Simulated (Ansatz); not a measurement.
Consider HfO$_{2}$.

The calculation's input:

```
crystal:
  lattice:
    - [5.1129138024, 0.0, 0.0]
    - [0.0, 4.9025969881, 0.0]
    - [0.0, 0.0, 4.9299483645]
  atoms:
    - { symbol: Hf, position: [0.966994, 0.73252082, 0.74144035] }
    - { symbol: Hf, position: [0.533006, 0.73252082, 0.24144035] }
    - { symbol: Hf, position: [0.466994, 0.26747918, 0.74144035] }
    - { symbol: Hf, position: [0.033006, 0.26747918, 0.24144035] }
    - { symbol: O, position: [0.63212745, 0.9286454, 0.87926726] }
    - { symbol: O, position: [0.86787255, 0.9286454, 0.37926726] }
    - { symbol: O, position: [0.23394852, 0.53988305, 0.49229239] }
    - { symbol: O, position: [0.26605148, 0.53988305, 0.99229239] }
    - { symbol: O, position: [0.76605148, 0.46011695, 0.99229239] }
    - { symbol: O, position: [0.73394852, 0.46011695, 0.49229239] }
    - { symbol: O, position: [0.13212745, 0.0713546, 0.87926726] }
    - { symbol: O, position: [0.36787255, 0.0713546, 0.37926726] }
hamiltonian:
  xc: pbe
  pseudopotentials: { kind: paw }
kpoints:
  mp_grid: { grid: [5, 6, 5] }
scf:
  occupations: { method: fermi_dirac, width: 0.05 }
output:
  forces: true
  stress: true
  eigenvalues: true
  write_density: true
  write_potential: true
  elf: true
  volumetric_format: npy
```

Run with:

```sh
ansatz run input.yaml --threads 4 --pin off --max-ram 11264MiB --backend cpu --events-out ev --progress --plain --runs-dir out
```

Below, planes, directions and counts refer to the conventional cell (a = 5.11 Å, b = 4.90 Å, c = 4.93 Å, α = 90.00°, β = 90.00°, γ = 90.00°).

Space group Pca2₁; a structure from a database of computed crystals, not necessarily the ambient phase; not relaxed (largest force 0.4 eV/Å); computed pressure about 29 GPa in this cell.

Theory: Ansatz, Kohn-Sham DFT of a periodic cell, PBE, Ansatz PAW.

> What can the converged valence pseudo-density and electron localisation function tell about the bonding?

Hf–O (1.98 Å): ρ at the midpoint is about 1 e/Å³; the ELF peaks at about 0.85 in the valence shell of O, 0.6 Å from its nucleus, and drops to about 0.20 between the two atoms: no localised pair shows between them.
Hf–O (2.06 Å): the density is about 0.81 e/Å³ at the midpoint; the ELF peaks at about 0.85 in the valence shell of O, 0.6 Å from its nucleus, and drops to about 0.20 between the two atoms; no shared electron pair shows on this line.
Hf–O (2.18 Å): the density is about 0.58 e/Å³ at the midpoint; the ELF peaks at about 0.85 in the valence shell of O, 0.6 Å from its nucleus, and drops to about 0.15 between the two atoms: no localised pair shows between them.

> Does the calculation give a band gap?

It is gapped, with a Kohn–Sham gap of 4.7 eV on the k-point mesh, an upper bound to the gap of this method.

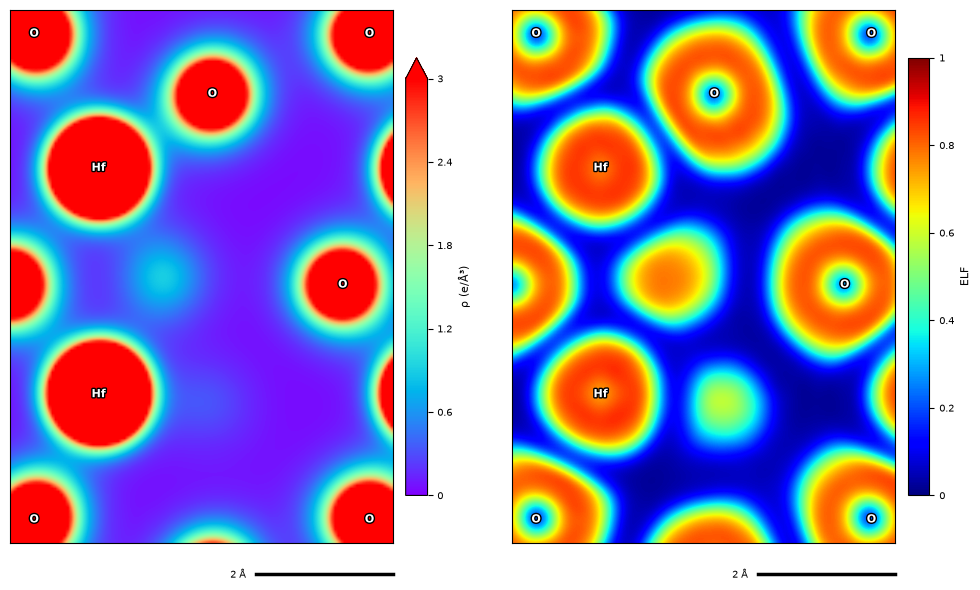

Computed valence pseudo-density and electron localisation function on the (101̄) plane of the conventional cell, in this order. Atoms just off the plane (O, 0.8 Å away) can leave unmarked features too.

Core electrons are frozen (PAW), and the valence fields are smoothed inside the atomic spheres.
